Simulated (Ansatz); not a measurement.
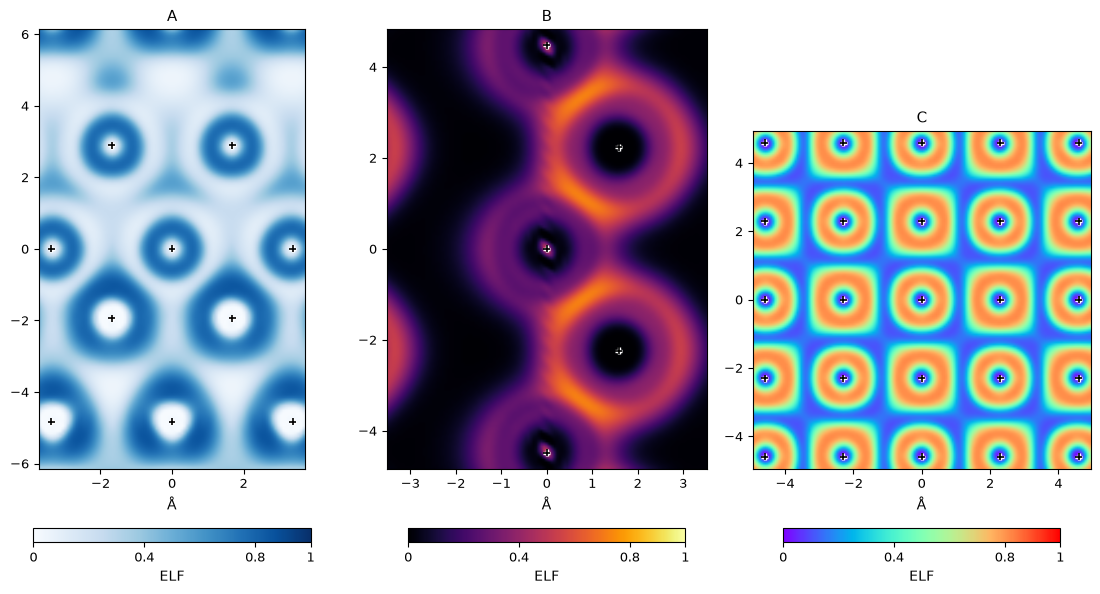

The ELF of 3 systems, each on a plane through atoms (crosses mark nuclei in the plane).

These are results of Ansatz 0.2.0, DFT PBE, scalar-relativistic, plane waves, PAW, not measurements.

System 1: GaSb, the (011) plane of the conventional cell. Space group F-43m; changed on purpose from its base cell (volume × 1.06); computed pressure about −2 GPa in this cell.

System 2: NbP, the (100) plane of the conventional cell. Space group I4₁md; a structure from a database of computed crystals, not necessarily the ambient phase; changed on purpose from its base cell (volume × 1.03, shape and atoms relaxed); computed pressure about −5 GPa in this cell.

```cif
data_structure
_symmetry_space_group_name_H-M 'P 1'
_symmetry_Int_Tables_number 1
_cell_length_a 3.3746
_cell_length_b 3.3746
_cell_length_c 11.5793
_cell_angle_alpha 90.000
_cell_angle_beta 90.000
_cell_angle_gamma 90.000
_cell_volume 131.87
loop_
_atom_site_label
_atom_site_type_symbol
_atom_site_fract_x
_atom_site_fract_y
_atom_site_fract_z
_atom_site_occupancy
Nb1 Nb 0.00000 0.00000 0.49987 1
Nb2 Nb 0.50000 0.50000 0.99987 1
Nb3 Nb 0.50000 0.00000 0.24987 1
Nb4 Nb 0.00000 0.50000 0.74987 1
P1 P 0.00000 0.00000 0.08276 1
P2 P 0.50000 0.50000 0.58276 1
P3 P 0.00000 0.50000 0.33276 1
P4 P 0.50000 0.00000 0.83276 1
```

System 3: ZrN, the (100) plane of the conventional cell. Space group Fm-3m; computed without spin polarisation.

Question: Which map belongs to which system?

Answer: Panel A is system 2, NbP: the plane holds Nb and P. Nb–P (2.57 Å): the ELF peaks at about 0.80 in the valence shell of P, 0.8 Å from its nucleus, and is about 0.35 at the midpoint. Panel B is system 1, GaSb: the plane holds Ga and Sb. Ga–Sb (2.74 Å): the ELF peaks at about 0.70 between the atoms. Panel C is system 3, ZrN: the plane holds Zr and N. Zr–N (2.30 Å): the ELF peaks at about 0.80 in the valence shell of N, 0.7 Å from its nucleus, and drops to about 0.15 between the two atoms (no localised pair shows between them).
